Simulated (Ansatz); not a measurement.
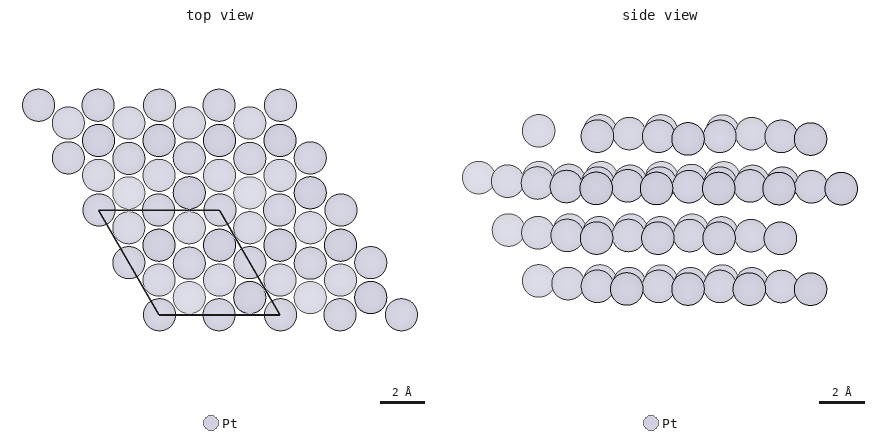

Pt(111) (Fm-3m bulk, 4 atomic planes (those closer than 0.6 Å count as one), 7 Å) with one Pt vacancy in a 2 × 2 cell, seen from above and from the side.

Theory: DFT PBE, scalar-relativistic, plane waves, PAW (Ansatz 0.2.0). Cutoff 420 eV, 12 × 12 k-points, Gaussian smearing 0.1 eV, dipole correction. The slab is a cut without reconstruction beyond its cell, at the source's lattice constants, with its lower half held fixed and the rest relaxed. The defects repeat every 5.5 Å and interact, so states at the Fermi level and the work function belong to this dense array. No spin polarisation. Spin–orbit coupling is left out; with Pt it can shift levels and gaps. The run couldn't confirm all of its levels under its output density. The run warns that the functional's potential is rough in the thin density of the vacuum, where the tip is; weak contrasts and barriers may feel it.

Images follow the Tersoff–Hamann model: the current is the local density of the sample's states between the Fermi level and the bias, at the tip's centre. Bias windows are sharp sums over the levels of the k mesh.

Input

```yaml
crystal:
  lattice:
    - [5.53777746, 0.0, 0.0]
    - [-2.76888874, 4.79585596, 0.0]
    - [0.0, 0.0, 23.7823646699]
  atoms:
    - { symbol: Pt, position: [0.3333333336, 0.166666667, 0.3574076892] }
    - { symbol: Pt, position: [0.333333334, 0.6666666667, 0.3574076892] }
    - { symbol: Pt, position: [0.8333333339, 0.1666666676, 0.3574076892] }
    - { symbol: Pt, position: [0.8333333342, 0.6666666673, 0.3574076892] }
    - { symbol: Pt, position: [0.166666667, 0.3333333334, 0.4524692332] }
    - { symbol: Pt, position: [0.1666666673, 0.8333333331, 0.4524692332] }
    - { symbol: Pt, position: [0.6666666672, 0.333333334, 0.4524692332] }
    - { symbol: Pt, position: [0.6666666676, 0.8333333337, 0.4524692332] }
    - { symbol: Pt, position: [0.0051741686, 0.0025870843, 0.5504374319] }
    - { symbol: Pt, position: [3.0e-10, 0.4999999997, 0.5488553112] }
    - { symbol: Pt, position: [0.497412916, 0.0025870849, 0.5504374319] }
    - { symbol: Pt, position: [0.4974129163, 0.4948258318, 0.5504374319] }
    - { symbol: Pt, position: [0.3328593008, 0.6664296502, 0.6430320744] }
    - { symbol: Pt, position: [0.8335703504, 0.1671407007, 0.6430320744] }
    - { symbol: Pt, position: [0.8335703508, 0.6664296508, 0.6430320744] }
basis:
  ecutwfc: 420.0
  fft_grid_basis: typed
kpoints:
  mp_grid: { grid: [12, 12, 1] }
hamiltonian:
  xc: pbe
  pseudopotentials: { kind: paw }
scf:
  occupations: { method: gaussian, width: 0.1 }
output:
  forces: true
  eigenvalues: true
  band_densities:
    - { e_range: [-2.0, -1.0] }
    - { e_range: [-1.0, -0.5] }
    - { e_range: [-0.5, -0.25] }
    - { e_range: [-0.25, 0.0] }
    - { e_range: [0.0, 0.25] }
    - { e_range: [0.25, 0.5] }
    - { e_range: [0.5, 1.0] }
    - { e_range: [1.0, 1.5] }
  band_residual_tolerance: 1.0e-05
  write_potential: true
  elf: true
  write_density: true
  volumetric_format: npy
efield:
  axis: 3
  dipole_correction: true
  ramp_width: 0.04
checkpoint:
  read: start.run
  write: ck
  compress: false
  write_wavefunctions: false
  write_every: 100000
```

Command:

```sh
ansatz run input.yaml --threads 4 --pin off --max-ram 8847MiB --backend cpu --events-out ev --progress --plain --runs-dir out
```

Cost without the relaxation before it: 78 s on 4 threads of Arm Neoverse V2 (shared host), peak memory 2.9 GiB.

> Predict the constant-current image at a set point of 8.2 × 10⁻⁵ e/Å³ at −1.00 V.

The brightest spots lie over the top Pt atoms; the darkest points are over the vacancy. The corrugation is 51 pm at a mean tip height of 3.5 Å.

> Predict the constant-current image at a set point of 9.7 × 10⁻⁵ e/Å³ at +1.00 V.

The brightest spots lie over the sites above the Pt atoms 2.2 Å below the top plane away from the vacancy and the top Pt atoms; the darkest points are over the vacancy. The corrugation is 63 pm at a mean tip height of 3.5 Å.

The computed images, with the atoms seen from above drawn over one corner (deeper ones smaller):

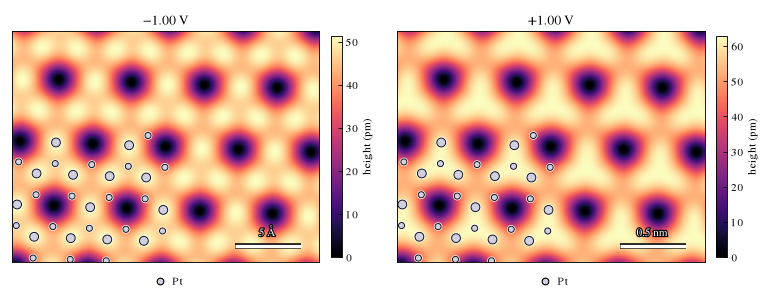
